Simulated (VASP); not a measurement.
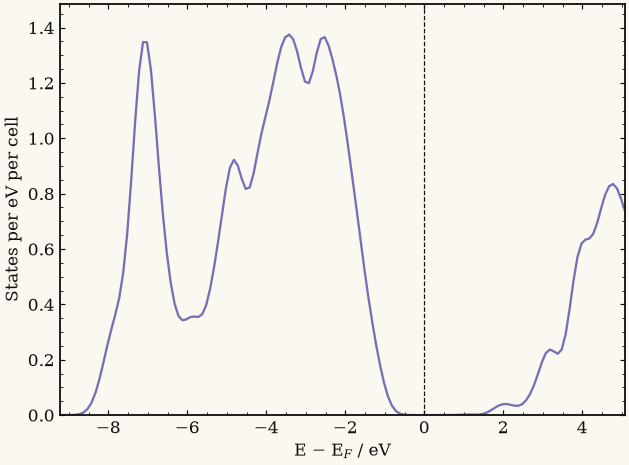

Density of states. Energies are counted from the Fermi level, put mid-gap where there is a gap. The DOS curve is built from the levels of the k mesh with Gaussians 0.55 eV wide, which also blur the band edges; ripples of that width can come from the mesh.

System: zincblende GaN, space group F-43m (No. 216), 2 atoms in the primitive cell.

```cif
data_structure
_symmetry_space_group_name_H-M 'F-43m'
_symmetry_Int_Tables_number 216
_cell_length_a 4.4951
_cell_length_b 4.4951
_cell_length_c 4.4951
_cell_angle_alpha 90.000
_cell_angle_beta 90.000
_cell_angle_gamma 90.000
_cell_volume 90.83
loop_
_atom_site_label
_atom_site_type_symbol
_atom_site_symmetry_multiplicity
_atom_site_Wyckoff_symbol
_atom_site_fract_x
_atom_site_fract_y
_atom_site_fract_z
_atom_site_occupancy
Ga1 Ga 4 a 0.00000 0.00000 0.00000 1
N1 N 4 c 0.25000 0.25000 0.25000 1
```

Method: r2SCAN, VASP PAW PBE potentials, release 64 (Ga_d, N), no spin polarisation, no spin-orbit coupling, 10×10×10 k mesh, 520 eV cutoff, Gaussian smearing of 0.03 eV (VASP 6.6.1).

Question: Is there a gap at the Fermi level, and how wide?

Answer: There is a gap; over the k points computed it is 2.17 eV (direct to within 0.02 eV).

The PAW data sets were made with another functional. LDA, GGA and most meta-GGA functionals understate gaps. The usual form of GaN is wurtzite. The cell was derived from a database entry in an earlier step, so it needn't be the measured one.
